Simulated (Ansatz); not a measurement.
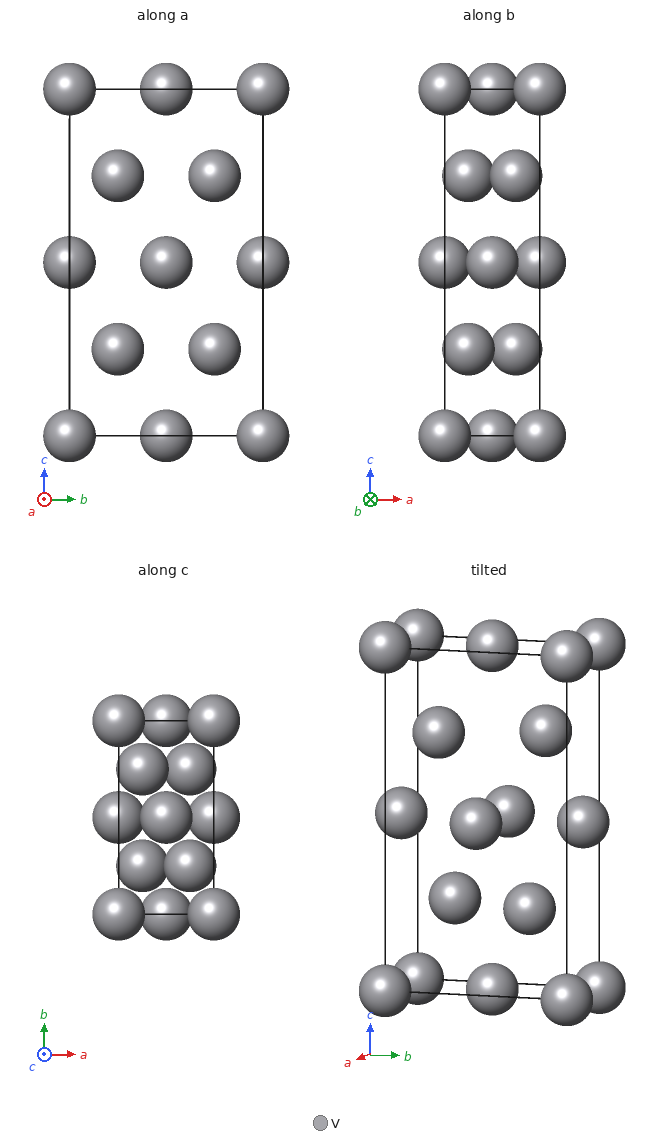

Crystal structure, spheres-only style, seen along the a axis, along the b axis, along the c axis and slightly off an axis. One conventional unit cell is outlined, and atoms on its boundary appear in each equivalent place.

Lattice parameters: a = 2.4809 Å, b = 5.0499 Å, c = 9.0526 Å, α = 90.000°, β = 90.000°, γ = 90.000°.

**Record the structure as a CIF in P1 with every atom of the cell.**

```cif
data_structure
_symmetry_space_group_name_H-M 'P 1'
_symmetry_Int_Tables_number 1
_cell_length_a 2.4809
_cell_length_b 5.0499
_cell_length_c 9.0526
_cell_angle_alpha 90.000
_cell_angle_beta 90.000
_cell_angle_gamma 90.000
_cell_volume 113.41
loop_
_atom_site_label
_atom_site_type_symbol
_atom_site_fract_x
_atom_site_fract_y
_atom_site_fract_z
_atom_site_occupancy
V1 V 0.2500 0.2500 0.2500 1
V2 V 0.5000 0.0000 0.5000 1
V3 V 0.2500 0.7500 0.7500 1
V4 V 0.5000 0.5000 0.0000 1
V5 V 0.7500 0.2500 0.7500 1
V6 V 0.0000 0.0000 0.0000 1
V7 V 0.7500 0.7500 0.2500 1
V8 V 0.0000 0.5000 0.5000 1
```

Source of the structure: a structure type filled with this element by a generator (whether the element takes this form wasn't checked). Earlier steps of the study may have refined or changed the cell and positions. An electronic-structure calculation with Ansatz was run on it.

At this level of theory the cell isn't at rest (stretched, at -6 GPa), so its distances can differ from those at equilibrium, the more so the softer the solid.
